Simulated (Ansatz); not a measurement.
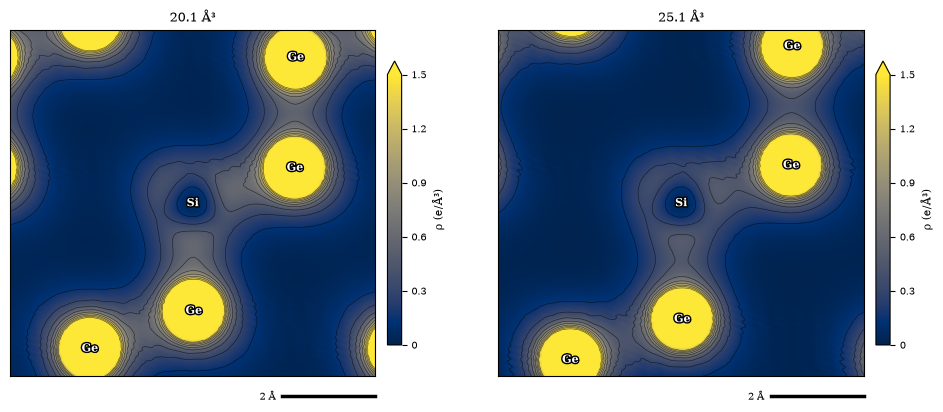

SiGe$_{3}$. The valence pseudo-density of cells scaled evenly to different volumes (given per atom above each panel), on the (11̄0) plane of each (indices in the axes of the cell below), at one length scale and on one colour scale.

A generated structure, not necessarily the stable one.

Computed with DFT PBE, scalar-relativistic, plane waves, PAW in Ansatz 0.2.0.

In a PAW calculation such maps are meaningful between the atoms, not at the nuclei.

The largest cell:

```yaml
crystal:
  lattice:
    - [-2.93051, 2.93051, 5.85769]
    - [2.93051, -2.93051, 5.85769]
    - [2.93051, 2.93051, -5.85769]
  atoms:
    - { symbol: Si, position: [0.00000, 0.00000, 0.00000] }
    - { symbol: Si, position: [0.75000, 0.25000, 0.50000] }
    - { symbol: Ge, position: [0.63424, 0.62500, 0.50924] }
    - { symbol: Ge, position: [0.50000, 0.50000, 0.00000] }
    - { symbol: Ge, position: [0.11576, 0.12500, 0.49076] }
    - { symbol: Ge, position: [0.37500, 0.88424, 0.00924] }
    - { symbol: Ge, position: [0.87500, 0.36576, 0.99076] }
    - { symbol: Ge, position: [0.25000, 0.75000, 0.50000] }
```

| volume (Å³/atom) | Si–Ge contact in the plane (Å) | ρ at its midpoint (e/Å³) | pressure (GPa) | 
| --- | --- | --- | --- |
| 20.12 | 2.328 | 0.600 | 11.5 | 
| 23.55 | 2.453 | ? | ? | 
| 25.15 | 2.507 | 0.464 | −5.0 | 

Q: What values belong in the row with question marks?

A: Over the known rows ln ρ falls by 1.44 per Å of Si–Ge distance (the line through the two), which gives 0.501 e/Å³ at 2.453 Å; the calculation gives 0.501 e/Å³. For the pressure, a straight line in volume between the neighbouring rows gives 0.2 GPa; the calculation gives −1.8, lower because pressure rises ever faster on compression.
